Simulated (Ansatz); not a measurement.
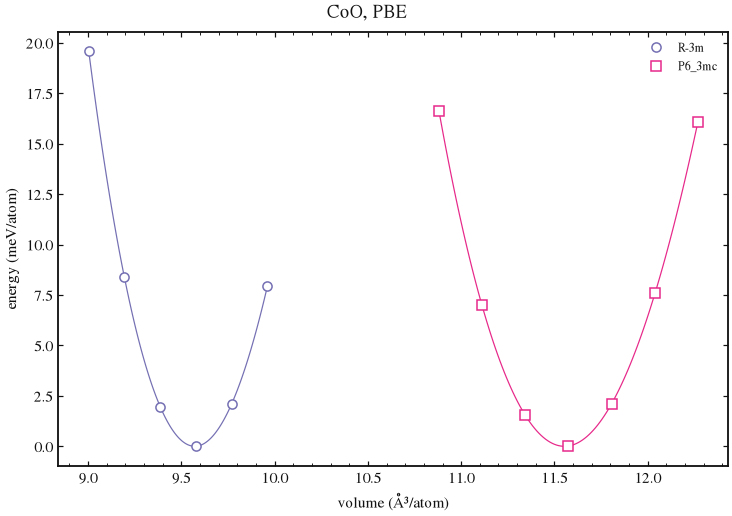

The figure shows the energy against volume, with one curve for each structure, for CoO. Each energy curve has its own zero, so the curves don't rank the structures.

Method: all-electron LAPW DFT, collinear spins; energies at scaled volumes of the given cell, shape and fractions fixed, counted from the fit's minimum, third-order Birch-Murnaghan fit (Ansatz 0.2.0). Level: PBE, collinear spin.

| setting | value |
| --- | --- |
| occupations | Fermi–Dirac |
| smearing width | 0.05 eV |
| potentials | all electron LAPW, scalar relativistic |

Settings that differ: R-3m: k mesh 11×11×11; P6_3mc: k mesh 10×10×5.

Question: Order the curves by fitted equilibrium volume, smallest first.

Answer: R-3m 9.572, P6_3mc 11.554 Å³/atom.

Question: Order the curves by fitted bulk modulus, smallest first.

Answer: P6_3mc 125.8, R-3m 170.2 GPa.

Note: the program warns: seeded moment not kept (P6_3mc); shape and atomic fractions are frozen while scaling, which makes layered, chain and framework solids too stiff.
